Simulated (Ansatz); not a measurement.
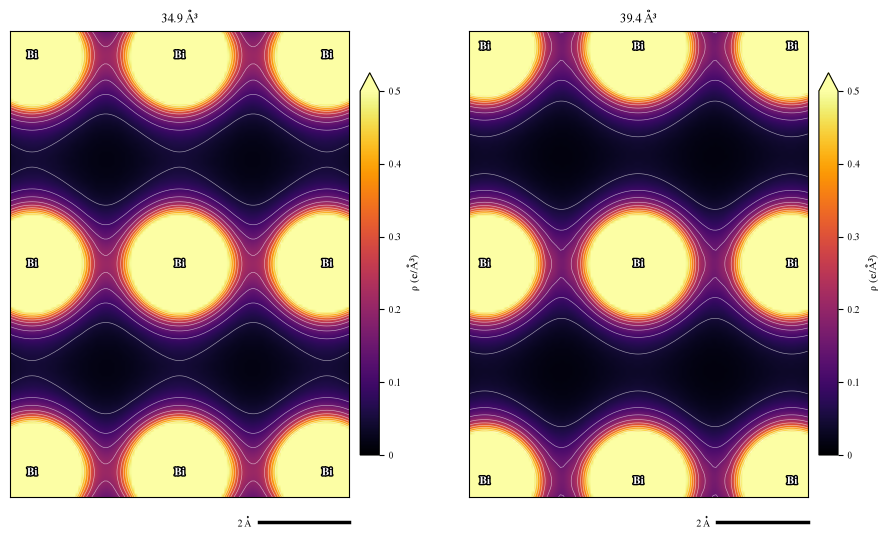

Bi. The valence charge density (pseudo) of cells scaled evenly to different volumes (given per atom above each panel), on the (101) plane of each (indices in the axes of the cell below), at one length scale and on one colour scale.

A generated structure, not necessarily the stable one; computed without spin polarisation.

These are results of DFT, BLYP, plane waves (420 eV) with PAW, scalar-relativistic (Ansatz 0.2.0), not measurements.

The density is the valence pseudo-density of a PAW calculation; it isn't the true density close to the nuclei.

The largest cell:

```yaml
crystal:
  lattice:
    - [3.40257, 0.00000, 0.00000]
    - [0.00000, 3.40257, 0.00000]
    - [0.00000, 0.00000, 3.40257]
  atoms:
    - { symbol: Bi, position: [0.00000, 0.00000, 0.00000] }
```

| volume (Å³/atom) | Bi–Bi contact in the plane (Å) | ρ at its midpoint (e/Å³) | pressure (GPa) | 
| --- | --- | --- | --- |
| 34.85 | 3.266 | 0.208 | 3.9 | 
| 37.88 | 3.358 | ? | ? | 
| 39.39 | 3.403 | 0.164 | −1.3 | 

### What values belong in the row with question marks?

Over the known rows ln ρ falls by 1.73 per Å of Bi–Bi distance (the line through the two), which gives 0.177 e/Å³ at 3.358 Å; the calculation gives 0.182 e/Å³. For the pressure, a straight line in volume between the neighbouring rows gives 0.4 GPa; the calculation gives 0.1, lower because pressure rises ever faster on compression.
